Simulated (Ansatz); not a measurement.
# Direct or indirect: ZnH2S2 sheet (P-3m1)

```
Zn S H
1.0
     3.89980    0.00000    0.00000
    -1.94990    3.37732    0.00000
     0.00000    0.00000   20.10000
Zn S H
1 2 2
Direct
  0.33333 0.66667 0.50000
  0.00000 0.00000 0.55958
  0.66667 0.33333 0.44042
  0.00000 0.00000 0.62699
  0.66667 0.33333 0.37301
```

Method: Ansatz, PBE, independent particles, without spin-orbit coupling, line width 0.05 eV (Gaussian). The band structure gives a fundamental gap of 2.53 eV. The spectrum of vertical transitions near the edge:

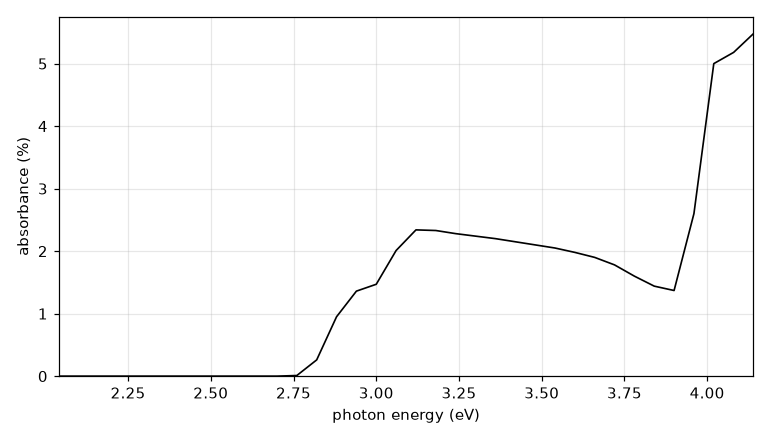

Question: Is the gap direct or indirect, and about where do vertical transitions set in?

Answer: Indirect, by the band path, whose least direct gap is 2.86 eV. The curves fit this: they stay near zero above 2.53 eV and rise only from about 2.9 eV, though a forbidden direct transition would look alike. Lines are broadened by 0.05 eV, which spreads the edge, and phonons, which would give weak absorption from the fundamental gap up, are left out.

Note: cells built here by substitution need not match a known phase.

[Logs are printed without paths, hosts, clocks, repeated set-up lines and the standing remarks that a program may print on its own settings, such as how far it seeks lower states.]
